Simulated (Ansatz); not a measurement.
Geometry relaxation, with input and output: Ga₂P₃ (part 1 of 2)

System: Ga₂P₃ (R-3m, 5 atoms in the cell).
Method: DFT PBE, scalar-relativistic, plane waves, PAW, no spin polarisation (Ansatz 0.2.0).

The structure was made by swapping elements on the sites of another compound; it need not be a known phase. It belongs to a series of runs on one base structure; here: tetradymite type (R-3m, No. 166).

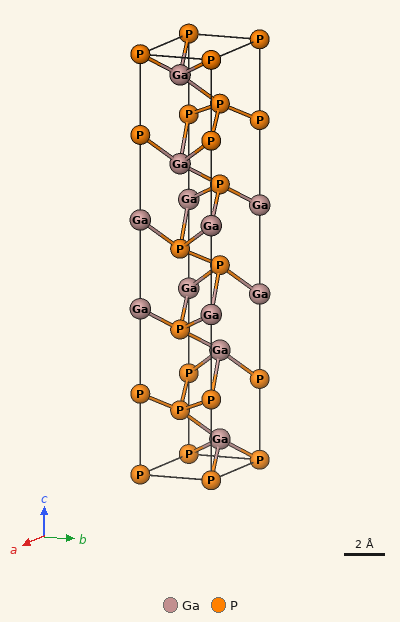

Fig. 1: The input geometry (ball-and-stick view of the cell 3 times as large as that of the calculation, set on its symmetry axes, seen at an oblique angle). Near neighbours in the crystal (not all of them lie inside the picture): Ga has 6 P at 2.52 to 2.78 Å; P has 6 Ga at 2.52 Å; P has 3 Ga at 2.78 Å and 3 P at 2.40 Å.

## Key numbers

| quantity | value |
| --- | --- |
| outcome | converged |
| space group (tolerance 0.01 Å) | R-3m (166) |
| electrons treated | 41 |
| free energy | −9833.1484 eV |
| Fermi energy | 9.321 eV |
| gap on the k-point mesh | none (metallic) |
| pressure | −0.01 GPa |
| final volume | 87.03 Å³ |
| largest force (length of the vector) at the end | 0.010 eV/Å |
| final cell | a = 7.962 Å, b = 7.962 Å, c = 7.962 Å, α = 26.25°, β = 26.25°, γ = 26.25° |
| hardware | 1 thread of Intel Xeon @ 2.50GHz (Skylake/Cascade Lake), 192 GiB of memory available, shared host |
| wall time | 3 min |
| peak memory | 0.66 GiB |

## Input
```yaml
crystal:
  lattice:
    - [1.8155887194, 1.0482306359, 7.59439177]
    - [-1.8155887194, 1.0482306359, 7.59439177]
    - [0.0, -2.0964612717, 7.59439177]
  atoms:
    - { symbol: Ga, position: [0.3943450868, 0.3943450868, 0.3943450868] }
    - { symbol: Ga, position: [0.6056549132, 0.6056549132, 0.6056549132] }
    - { symbol: P, position: [0.0, 0.0, 0.0] }
    - { symbol: P, position: [0.1921202197, 0.1921202197, 0.1921202197] }
    - { symbol: P, position: [0.8078797803, 0.8078797803, 0.8078797803] }
basis:
  ecutwfc: 420
kpoints:
  mp_grid: { grid: [12, 12, 12] }
hamiltonian:
  xc: pbe
scf:
  occupations: { method: gaussian, width: 0.1 }
output:
  forces: true
  stress: true
  eigenvalues: true
relax:
  adjacent_minimum: "off"
  f_tol: 0.01
  max_steps: 80
  cell: { stress_tol: 0.05 }
```

Launched with:
```bash
ansatz run input.yaml --threads 1 --pin off --max-ram 2560MiB --backend cpu --events-out ev --progress --plain --runs-dir out
```

## The program's output
```
basis.fft_grid_basis auto: the FFT boxes are laid along the combinations [[1, 0, -1], [0, 1, -1], [0, 0, 1]] of the cell's own vectors, 3.631, 3.631 and 7.878 Å long. The dense box has 25×25×54 points. Along the cell's own vectors, as sized, it would have 54×54×54, 4.67 times as many. Of the 12 symmetry operations that the crystal satisfies within crystal.symmetry.tolerance (time reversal apart; of a slab, those that keep its plane) the dense box along the cell's own vectors carries 12, and the one as laid loses 8 of those. basis.fft_grid_basis: typed keeps the cell's own vectors: state it where this run's energies or levels are differenced outside the engine with another run's, or held beside a run that keeps those vectors.
Engine: ansatz 0.2.0, x86_64-unknown-linux-gnu
Pseudopotentials: kind: paw
Pseudopotential: Ga, paw, valence charge 13, recommended cutoff 420 eV (normal), Ga.paw.azcp
Pseudopotential: P, paw, valence charge 5, recommended cutoff 420 eV (normal), P.paw.azcp
Functional definition: PBE
  parameter kappa = 0.804
  parameter beta = 0.06672455060314922
  exchange = pbe_x(kappa = kappa, mu = beta*pi^2/3)
  correlation = pbe_c(beta = beta)
Crystal: 5 atoms, lattice volume = 86.720 Å³
Basis set: ecut = 420 eV, 1663 PW (Γ), FFT grids on a1−a3, a2−a3, a3, exchange–correlation on 50×50×108 points (8 copies of the dense FFT grid, shifted against one another)
Bands: 26, of which v1, the nominal top of the filled ones, is band 21 counted from 1 (20 counted from 0)
Symmetry: 12 space group operations
Space group: R-3m (ITA 166), of the structure as read, at distance tolerance 4.4e-5 Å
k-points: 189 of 1728
Non-local potential: Ga, projectors of the file, l = 0: 2, l = 1: 2, l = 2: 3, l = 3: 1
Non-local potential: P, projectors of the file, l = 0: 2, l = 1: 2, l = 2: 2
PAW form: soft (Blöchl's): semilocal exchange-correlation on the pseudo side does not see the compensation charge
PAW one-centre angular grid: Ga, 590 points (default); XC on 64 Gauss nodes
PAW one-centre angular grid: P, 110 points (default); XC on 64 Gauss nodes
Initial density: superposition of atomic densities (neutral atoms: chi_scale 0, normalization atom), corrected by the library's trained network
Initial wavefunctions: pseudopotential atomic-orbital guess
Functional: x = pbe(κ = 0.804, μ = 0.2195149727645171), c = pbe(β = 0.06672455060314922)
SCF iter   1: F=—  HF=-9833.149292 eV  |F-HF|=—  |Δ(HF+E_count)|=         —  Δρ=2.83e-3  dr2=1.69e-2  ethr=1.77e-3  ⟨swp⟩=7.2  Hψ=24621  notcnv=0
preconditioner: auto → Kerker (q_TF=auto, 2.408 Å⁻¹)  [metal: Δε(μ)=0.006 eV  Ē_g=12.902 eV  σ=0.100 eV  W_gap=0.03  n_scr=22 (ndim 8)  ℏωp=25.5 eV  f_vac=0.000  D(μ)=1.59/eV (n_scr^D=4)]
SCF iter   2: F=—  HF=-9833.145088 eV  |F-HF|=—  |Δ(HF+E_count)|=   4.20e-3  Δρ=2.06e-3  dr2=5.78e-3  ethr=4.11e-5  ⟨swp⟩=2.1  Hψ=10233  notcnv=0
SCF iter   3: F=—  HF=-9833.145218 eV  |F-HF|=—  |Δ(HF+E_count)|=   1.31e-4  Δρ=1.15e-3  dr2=1.94e-3  ethr=1.41e-5  ⟨swp⟩=2.6  Hψ=8395  notcnv=0
SCF iter   4: F=—  HF=-9833.144161 eV  |F-HF|=—  |Δ(HF+E_count)|=   1.06e-3  Δρ=5.27e-4  dr2=4.07e-4  ethr=4.73e-6  ⟨swp⟩=2.0  Hψ=7069  notcnv=0
SCF iter   5: F=—  HF=-9833.144088 eV  |F-HF|=—  |Δ(HF+E_count)|=   7.35e-5  Δρ=1.60e-4  dr2=5.19e-5  ethr=9.93e-7  ⟨swp⟩=2.1  Hψ=8245  notcnv=0
SCF iter   6: F=—  HF=-9833.144081 eV  |F-HF|=—  |Δ(HF+E_count)|=   6.50e-6  Δρ=3.45e-5  dr2=1.48e-6  ethr=1.27e-7  ⟨swp⟩=2.8  Hψ=8132  notcnv=0
SCF iter   7: F=—  HF=-9833.144082 eV  |F-HF|=—  |Δ(HF+E_count)|=   5.11e-7  Δρ=2.00e-5  dr2=2.96e-7  ethr=3.61e-9  ⟨swp⟩=2.0  Hψ=8406  notcnv=0
SCF iter   8: F=-9833.144082 eV  HF=-9833.144082 eV  |F-HF|=3.48e-8  |Δ(HF+E_count)|=   1.02e-7  Δρ=4.61e-6  dr2=2.57e-8  ethr=2.44e-10  ⟨swp⟩=9.9  Hψ=24633  notcnv=0
SCF 1 converged in 8 iterations: F = -9833.144082 eV  dr2 = 2.57e-8
  greatest PAW one-centre occupation: 0.995 electrons in one spin orbital (limit 2), on the Ga atom at site 1 (counted from 0), in its partial waves of l = 2
relax step   1: F+E_penalty+E_count = -9833.14408170 eV  Δ(F+E_penalty+E_count) = +0.000e0 eV  max|allowed force component| = 4.812e-2 eV/Å  Δτ_max = 0.0000 Å  P = +0.056 GPa  Ω = 86.720 Å³  (8 SCF iters, dr2 threshold 1.00e-7 eV, accepted)
Crystal: 5 atoms, lattice volume = 86.906 Å³
Basis set: ecut = 420 eV, 1675 PW (Γ), FFT grids on a1−a3, a2−a3, a3, exchange–correlation on 50×50×108 points (8 copies of the dense FFT grid, shifted against one another)
Initial density: handed on by an earlier stage of this run
Initial wavefunctions: those handed on with the density
iter 1 solved again at ethr=2.57e-6 eV; its pass at ethr=3.10e-3 eV (dr2=1.05e-3 eV) is discarded
SCF iter   1: F=—  HF=-9833.147773 eV  |F-HF|=—  |Δ(HF+E_count)|=         —  Δρ=8.31e-4  dr2=1.06e-3  ethr=2.57e-6  ⟨swp⟩=3.2  Hψ=31223  notcnv=0
preconditioner: auto → Kerker (q_TF=auto, 2.407 Å⁻¹)  [metal: Δε(μ)=0.009 eV  Ē_g=12.884 eV  σ=0.100 eV  W_gap=0.05  n_scr=22 (ndim 8)  ℏωp=25.5 eV  f_vac=0.000  D(μ)=1.35/eV (n_scr^D=4)]
SCF iter   2: F=—  HF=-9833.147700 eV  |F-HF|=—  |Δ(HF+E_count)|=   7.24e-5  Δρ=4.85e-4  dr2=3.97e-4  ethr=2.57e-6  ⟨swp⟩=1.0  Hψ=4914  notcnv=0
SCF iter   3: F=—  HF=-9833.147661 eV  |F-HF|=—  |Δ(HF+E_count)|=   3.96e-5  Δρ=1.05e-4  dr2=1.76e-5  ethr=9.69e-7  ⟨swp⟩=2.4  Hψ=6127  notcnv=0
SCF iter   4: F=—  HF=-9833.147659 eV  |F-HF|=—  |Δ(HF+E_count)|=   1.64e-6  Δρ=6.04e-5  dr2=3.90e-6  ethr=4.30e-8  ⟨swp⟩=2.0  Hψ=8663  notcnv=0
SCF iter   5: F=—  HF=-9833.147657 eV  |F-HF|=—  |Δ(HF+E_count)|=   2.02e-6  Δρ=2.03e-5  dr2=6.87e-7  ethr=9.50e-9  ⟨swp⟩=2.1  Hψ=8430  notcnv=0
SCF iter   6: F=-9833.147657 eV  HF=-9833.147657 eV  |F-HF|=3.67e-10  |Δ(HF+E_count)|=   6.51e-8  Δρ=4.99e-6  dr2=2.74e-8  ethr=1.22e-9  ⟨swp⟩=7.1  Hψ=20591  notcnv=0
SCF 2 converged in 6 iterations: F = -9833.147657 eV  dr2 = 2.74e-8
relax step   2: F+E_penalty+E_count = -9833.14765714 eV  Δ(F+E_penalty+E_count) = -3.575e-3 eV  max|allowed force component| = 4.562e-2 eV/Å  Δτ_max = 0.0063 Å  P = -0.017 GPa  Ω = 86.906 Å³  energy of the carried Pulay correction = -4.530e-5 eV  (6 SCF iters, dr2 threshold 5.00e-7 eV, accepted)
Crystal: 5 atoms, lattice volume = 86.970 Å³
iter 1 solved again at ethr=6.90e-8 eV; its pass at ethr=3.10e-3 eV (dr2=2.83e-5 eV) is discarded
SCF iter   1: F=—  HF=-9833.148284 eV  |F-HF|=—  |Δ(HF+E_count)|=         —  Δρ=2.82e-4  dr2=3.08e-5  ethr=6.90e-8  ⟨swp⟩=3.6  Hψ=30015  notcnv=0
preconditioner: auto → Kerker (q_TF=auto, 2.407 Å⁻¹)  [metal: Δε(μ)=0.005 eV  Ē_g=12.879 eV  σ=0.100 eV  W_gap=0.03  n_scr=22 (ndim 8)  ℏωp=25.5 eV  f_vac=0.000  D(μ)=1.40/eV (n_scr^D=4)]
SCF iter   2: F=—  HF=-9833.148278 eV  |F-HF|=—  |Δ(HF+E_count)|=   5.31e-6  Δρ=1.59e-4  dr2=1.18e-5  ethr=6.90e-8  ⟨swp⟩=1.0  Hψ=4914  notcnv=0
SCF iter   3: F=—  HF=-9833.148279 eV  |F-HF|=—  |Δ(HF+E_count)|=   5.28e-7  Δρ=2.58e-5  dr2=7.07e-7  ethr=2.87e-8  ⟨swp⟩=3.0  Hψ=9133  notcnv=0
SCF iter   4: F=-9833.148279 eV  HF=-9833.148279 eV  |F-HF|=2.52e-7  |Δ(HF+E_count)|=   1.47e-7  Δρ=1.37e-5  dr2=2.34e-7  ethr=6.24e-10  ⟨swp⟩=7.4  Hψ=23366  notcnv=0
SCF 3 converged in 4 iterations: F = -9833.148279 eV  dr2 = 2.34e-7
relax step   3: F+E_penalty+E_count = -9833.14827851 eV  Δ(F+E_penalty+E_count) = -6.214e-4 eV  max|allowed force component| = 2.190e-2 eV/Å  Δτ_max = 0.0029 Å  P = -0.011 GPa  Ω = 86.970 Å³  energy of the carried Pulay correction = -6.072e-5 eV  (4 SCF iters, dr2 threshold 2.56e-7 eV, accepted)
Crystal: 5 atoms, lattice volume = 87.029 Å³
iter 1 solved again at ethr=3.52e-8 eV; its pass at ethr=3.10e-3 eV (dr2=1.44e-5 eV) is discarded
SCF iter   1: F=—  HF=-9833.148332 eV  |F-HF|=—  |Δ(HF+E_count)|=         —  Δρ=1.31e-4  dr2=1.39e-5  ethr=3.52e-8  ⟨swp⟩=3.0  Hψ=26648  notcnv=0
preconditioner: auto → Kerker (q_TF=auto, 2.407 Å⁻¹)  [metal: Δε(μ)=0.008 eV  Ē_g=12.877 eV  σ=0.100 eV  W_gap=0.04  n_scr=22 (ndim 8)  ℏωp=25.5 eV  f_vac=0.000  D(μ)=1.39/eV (n_scr^D=4)]
SCF iter   2: F=—  HF=-9833.148326 eV  |F-HF|=—  |Δ(HF+E_count)|=   5.37e-6  Δρ=7.24e-5  dr2=5.24e-6  ethr=3.38e-8  ⟨swp⟩=1.0  Hψ=4914  notcnv=0
SCF iter   3: F=—  HF=-9833.148326 eV  |F-HF|=—  |Δ(HF+E_count)|=   4.31e-7  Δρ=9.91e-6  dr2=1.20e-7  ethr=1.28e-8  ⟨swp⟩=2.7  Hψ=8658  notcnv=0
SCF iter   4: F=-9833.148326 eV  HF=-9833.148326 eV  |F-HF|=2.37e-8  |Δ(HF+E_count)|=   1.90e-8  Δρ=2.97e-6  dr2=1.71e-8  ethr=7.31e-11  ⟨swp⟩=6.3  Hψ=21486  notcnv=0
SCF 4 converged in 4 iterations: F = -9833.148326 eV  dr2 = 1.71e-8
relax step   4: F+E_penalty+E_count = -9833.14832583 eV  Δ(F+E_penalty+E_count) = -4.733e-5 eV  max|allowed force component| = 9.974e-3 eV/Å  Δτ_max = 0.0015 Å  P = -0.014 GPa  Ω = 87.029 Å³  energy of the carried Pulay correction = -7.506e-5 eV  (4 SCF iters, dr2 threshold 3.00e-8 eV, accepted)
Initial wavefunctions: pseudopotential atomic-orbital guess (no wavefunctions were taken with the density)
iter 1 solved again at ethr=1.06e-6 eV; its pass at ethr=3.10e-3 eV (dr2=4.37e-4 eV) is discarded
SCF iter   1: F=—  HF=-9833.148143 eV  |F-HF|=—  |Δ(HF+E_count)|=         —  Δρ=1.96e-4  dr2=7.27e-7  ethr=1.06e-6  ⟨swp⟩=3.0  Hψ=36112  notcnv=0
eigensolver tolerance schedule: the retry pair's looser diagonalisation over-reported the residual by 599.06 of it (diagonalisation noise at 0.26 of the residual, at the tolerance the schedule requests for it); recorded, not acted on — ethr = c·dr2/N_el stays at c = 1.0e-1
preconditioner: auto → Kerker (q_TF=auto, 2.407 Å⁻¹)  [metal: Δε(μ)=0.008 eV  Ē_g=12.876 eV  σ=0.100 eV  W_gap=0.04  n_scr=22 (ndim 8)  ℏωp=25.5 eV  f_vac=0.000  D(μ)=1.39/eV (n_scr^D=4)]
SCF iter   2: F=—  HF=-9833.148341 eV  |F-HF|=—  |Δ(HF+E_count)|=   1.97e-4  Δρ=9.96e-5  dr2=1.98e-7  ethr=1.77e-9  ⟨swp⟩=2.9  Hψ=9214  notcnv=0
SCF iter   3: F=—  HF=-9833.148413 eV  |F-HF|=—  |Δ(HF+E_count)|=   7.21e-5  Δρ=4.43e-6  dr2=8.58e-9  ethr=4.83e-10  ⟨swp⟩=2.0  Hψ=8138  notcnv=0
SCF iter   4: F=—  HF=-9833.148413 eV  |F-HF|=—  |Δ(HF+E_count)|=   7.50e-9  Δρ=7.35e-7  dr2=1.09e-9  ethr=2.09e-11  ⟨swp⟩=2.0  Hψ=8792  notcnv=0
SCF iter   5: F=—  HF=-9833.148413 eV  |F-HF|=—  |Δ(HF+E_count)|=  6.29e-10  Δρ=3.98e-7  dr2=4.80e-10  ethr=2.67e-12  ⟨swp⟩=2.0  Hψ=7455  notcnv=0
SCF iter   6: F=-9833.148413 eV  HF=-9833.148413 eV  |F-HF|=1.64e-11  |Δ(HF+E_count)|=  1.87e-10  Δρ=8.96e-8  dr2=2.77e-11  ethr=1.00e-12  ⟨swp⟩=5.2  Hψ=25777  notcnv=0
SCF 5 converged in 6 iterations: F = -9833.148413 eV  dr2 = 2.77e-11
relax step   5: F+E_penalty+E_count = -9833.14841270 eV  Δ(F+E_penalty+E_count) = -8.687e-5 eV  max|allowed force component| = 9.955e-3 eV/Å  Δτ_max = 0.0000 Å  P = -0.014 GPa  Ω = 87.029 Å³  stress off target by 2.51e-2 GPa  SCF on the basis re-selected at this cell (its energy is not comparable with the rows above)  (6 SCF iters)
```
